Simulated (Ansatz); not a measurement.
A structure file:

```
Sn O
1.0
    -4.82719    4.82719    0.00000
    -4.82719   -4.82719    0.00000
     4.82719    0.00000    6.47630
Sn O
8 17
Direct
  0.00000 0.00000 0.00000
  0.26155 0.25968 0.50130
  0.49026 0.50003 0.00000
  0.76033 0.74050 0.49870
  0.89021 0.35951 0.73254
  0.15785 0.64065 0.26758
  0.37506 0.88178 0.75480
  0.62028 0.11841 0.24538
  0.30579 0.00024 0.00006
  0.56369 0.25893 0.49947
  0.76053 0.37649 0.93002
  0.06435 0.74140 0.50065
  0.69393 0.00012 0.00007
  0.94568 0.24255 0.47959
  0.18911 0.50002 0.00004
  0.46619 0.75741 0.52053
  0.89331 0.05672 0.73672
  0.13674 0.32975 0.25203
  0.37776 0.57396 0.75546
  0.60006 0.82050 0.25652
  0.88488 0.67038 0.74798
  0.15682 0.94349 0.26337
  0.34364 0.17958 0.74344
  0.62242 0.42618 0.24462
  0.83080 0.62404 0.07030
```

Question: What would you see if this were drawn?

Answer: Its composition is Sn$_{8}$O$_{17}$. One cell contains 8 Sn, 17 O, 25 atoms in all.

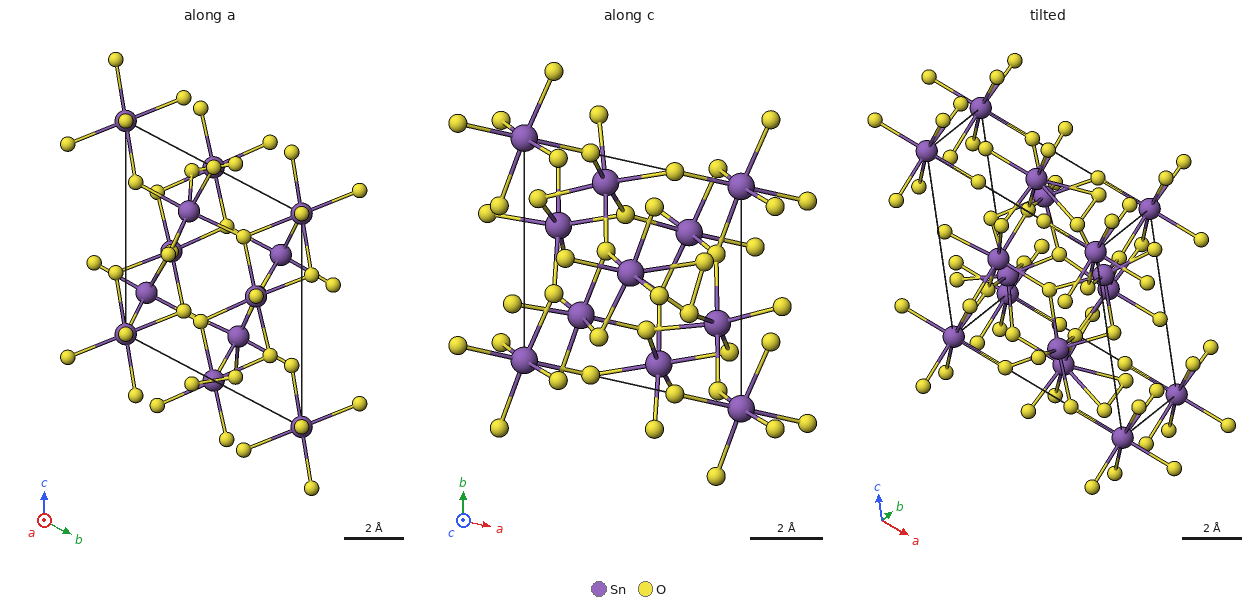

We look at a ball-and-stick model of the crystal along the a axis, along the c axis and slightly off an axis. The simulation cell is outlined; an atom on or near a face, edge or corner is repeated at each equivalent position. Some neighbours outside the box are added.

Provenance: a structure listed in the Materials Project, repeated into a supercell with a point defect put in. The atoms were relaxed in a fixed cell with DFT PBE, scalar-relativistic, plane waves, PAW in Ansatz.
